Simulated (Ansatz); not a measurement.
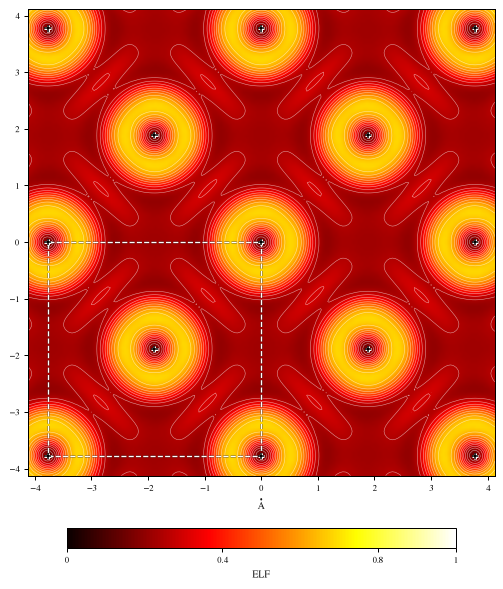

The electron localisation function on a plane through atoms (crosses mark nuclei in the plane).

These are results of DFT, revPBE, plane waves (420 eV) with PAW, scalar-relativistic (Ansatz 0.2.0), not measurements.

Candidates:
A. Sc, a = 3.77 Å, b = 3.77 Å, c = 3.77 Å, α = 90.00°, β = 90.00°, γ = 90.00°. Space group Im-3m; set up as Sc, bcc; a generated structure, not necessarily the stable one; changed on purpose from its base cell (volume × 1.04); computed without spin polarisation.
B. Mg, a = 5.28 Å, b = 5.28 Å, c = 3.21 Å, α = 90.00°, β = 90.00°, γ = 120.00°. Space group P6/mmm; set up as Mg, omega (AlB2-type); a generated structure, not necessarily the stable one; changed on purpose from its base cell (volume × 1.08); computed pressure about −2 GPa in this cell.
C. Ru, a = 3.77 Å, b = 3.77 Å, c = 3.77 Å, α = 90.00°, β = 90.00°, γ = 90.00°. Space group Fm-3m; set up as Ru, fcc; a generated structure, not necessarily the stable one; changed on purpose from its base cell (volume × 0.96); computed pressure about 13 GPa in this cell; computed without spin polarisation.

Which candidate gave the map?

Candidate C: Ru on the (100) plane of the conventional cell, which holds Ru. Ru–Ru (2.67 Å): the ELF is about 0.30 at the midpoint.
